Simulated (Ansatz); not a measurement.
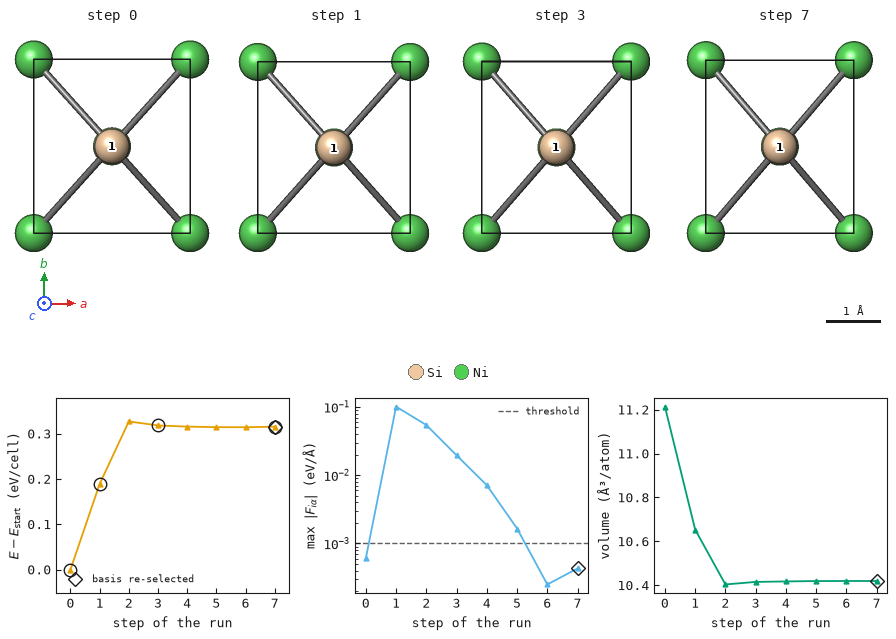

Frames of a relaxation of solid SiNi (set up in Pmmn), marked on the history of the run. A ball-and-stick model of the cell of the calculation, seen along the c axis.

Case: relaxed at 25 GPa.

Level of theory: Ansatz, DFT PBE, scalar-relativistic, plane waves, PAW.

Input
```yaml
crystal:
  lattice:
    - [2.9385103467, 0.0, 0.0]
    - [0.0, 3.264568163, 0.0]
    - [0.0, 0.0, 4.675872239]
  atoms:
    - { symbol: Si, position: [0.5, 0.5, 0.8441084403] }
    - { symbol: Si, position: [0.0, 0.0, 0.1558915597] }
    - { symbol: Ni, position: [0.5, 0.5, 0.3434778267] }
    - { symbol: Ni, position: [0.0, 0.0, 0.6565221733] }
basis:
  ecutwfc: 420
kpoints:
  mp_grid: { grid: [14, 12, 10] }
hamiltonian:
  xc: pbe
scf:
  occupations: { method: fermi_dirac, width: 0.15 }
output:
  forces: true
  stress: true
  eigenvalues: true
relax:
  adjacent_minimum: "off"
  f_tol: 0.001
  max_steps: 60
  cell: { stress_tol: 0.02, p_target: 25.0 }
```

Launched with:
```bash
ansatz run input.yaml --threads 2 --pin off --max-ram 7168MiB --backend cpu --events-out ev --progress --plain --runs-dir out
```

### Describe the path.

Over 6 accepted moves (7 points after the start) the energy rises by 0.315 eV per cell of the calculation. With the target pressure of 25 GPa, the enthalpy E + pV changes by −0.180 eV per cell of the calculation. The largest force component goes from 0.00061 to 0.00043 eV/Å. Pressure: 8.01 GPa at the start and 25.01 GPa at the end. At 1 point the geometry stayed and the basis and grid were re-selected for the new cell (energy shift of 1.1 meV per cell of the calculation at most each time). The largest moves relative to the cell, 0.010 Å, are those of Ni3 and Ni4. Ni3 goes along +c. By element the largest moves are Ni 0.010 Å, Si 0.006 Å. The volume changes by −7.1 %, with a 2.939 → 2.782 Å (−5.3 %), b 3.265 → 3.251 Å (−0.4 %), c 4.676 → 4.609 Å (−1.4 %). Among the contacts that change: Si1–Si2 2.636 → 2.570 Å, Si1–Ni4 2.365 → 2.313 Å, Si1–Ni3 2.341 → 2.304 Å. Among the angles between lasting bonds that change: Si2–Ni3–Si2 76.8° → 73.9°. The space group stays Pmmn (No. 59). From step 0 to 1: volume −5.0 %, energy +0.189 eV per cell of the calculation. From step 1 to 3: volume −2.2 %, energy +0.129 eV per cell of the calculation. From step 3 to 7: energy −2.8 meV per cell of the calculation.

| step | E − E(0), meV/atom | largest force component, eV/Å | pressure, GPa | volume, Å³/atom | note |
| --- | --- | --- | --- | --- | --- |
| 0 | 0.00 | 0.0006 | 8.01 | 11.214 |  |
| 1 | 47.30 | 0.1010 | 19.49 | 10.654 |  |
| 2 | 81.76 | 0.0543 | 25.77 | 10.404 |  |
| 3 | 79.56 | 0.0196 | 25.40 | 10.415 |  |
| 4 | 78.92 | 0.0071 | 24.99 | 10.418 |  |
| 5 | 78.62 | 0.0017 | 25.00 | 10.419 |  |
| 6 | 78.58 | 0.0003 | 25.00 | 10.420 |  |
| 7 | 78.86 | 0.0004 | 25.01 | 10.420 | same geometry, new basis |

Limits of the set-up: an element that often carries a moment was run without spin polarisation.
